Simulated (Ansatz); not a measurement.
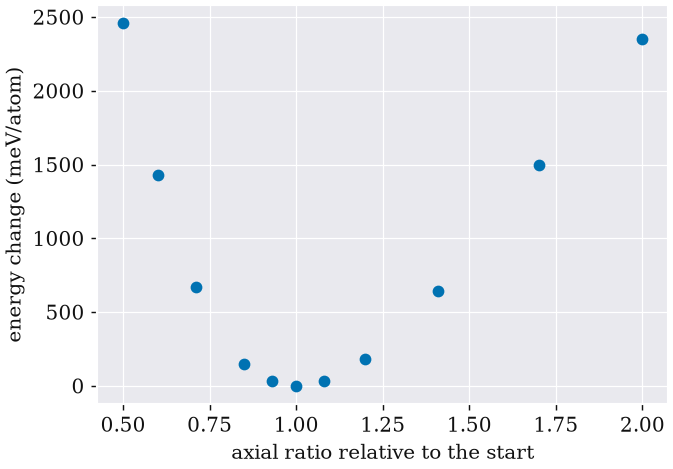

Plotted: energy change against relative axial ratio.

Calculation (Ansatz 0.2.0): deformation of a crystal at fixed volume, lengths along the axis scaled against those across it, fractional coordinates fixed, by plane-wave density functional theory with PAW datasets, free energies less that of the undisturbed cell, pressure positive in compression; scalar-relativistic. Level: PBE, no spin polarisation.

For which of these solids was it computed?
A. ZnO, P6_3mc (No. 186), 12.3 Å³/atom, path axial
B. SiNi₃, Pm-3m (No. 221), 10.8 Å³/atom, path tetragonal
C. SrTiO₃, Pm-3m (No. 221), 12.2 Å³/atom, path trigonal

Answer. C, SrTiO₃: energy change from 0 meV/atom to 2458 meV/atom. The others give: SiNi₃, energy change from 0 meV/atom to 560 meV/atom; ZnO, energy change from 0 meV/atom to 302 meV/atom.

For SiNi₃, limits of the calculation: no spin polarisation, a magnetic state may lie lower.

For SrTiO₃, limits of the calculation: gap closes along the scan on a mesh chosen for the insulator; no spin polarisation, a magnetic state may lie lower.

For ZnO, limits of the calculation: gap closes along the scan on a mesh chosen for the insulator; shape and atomic fractions are frozen while scaling, which makes layered, chain and framework solids too stiff.
